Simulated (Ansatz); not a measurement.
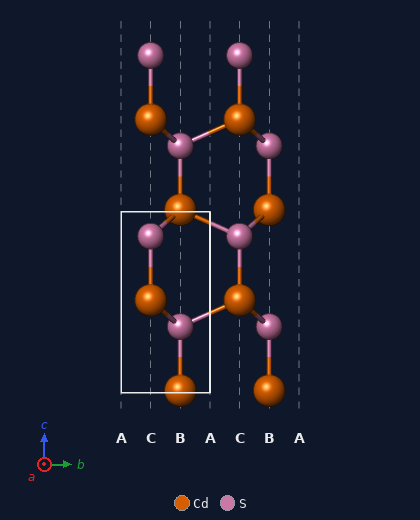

The picture looks along a close-packed row of the hexagonal mesh; c points upwards. The dashed lines mark the three columns A (0, 0), B (1/3, 2/3) and C (2/3, 1/3). The sequence starts with the first layer at or above the cell's origin.

System CdS; source of the atomic positions: coordinates from a relaxation at a target pressure of 25 GPa with Ansatz 0.2.0, DFT PBE, scalar-relativistic, plane waves, PAW.

> Give the sequence of layers in one repeat, with element and column.

Cd(B) – S(B) – Cd(C) – S(C) (four layers in 6.59 Å).

> How are the S layers alone stacked?

S layers alone: BC, the hexagonal close-packed type.

> Which positions between or in the S layers do the other atoms fill?

Cd: two tetrahedral sites in each hexagonal cell.

> What short polytype symbol fits?

Polytype symbol 2H, the symbol of a tetrahedral polytype (number of double layers in the repeat and lattice).

Heights of the layers:

| layer | atoms (column) | height (Å) | to next (Å) |
| --- | --- | --- | --- |
| 1 | Cd(B) | 0.08 | 2.33 |
| 2 | S(B) | 2.41 | 0.97 |
| 3 | Cd(C) | 3.37 | 2.33 |
| 4 | S(C) | 5.70 | 0.97 |
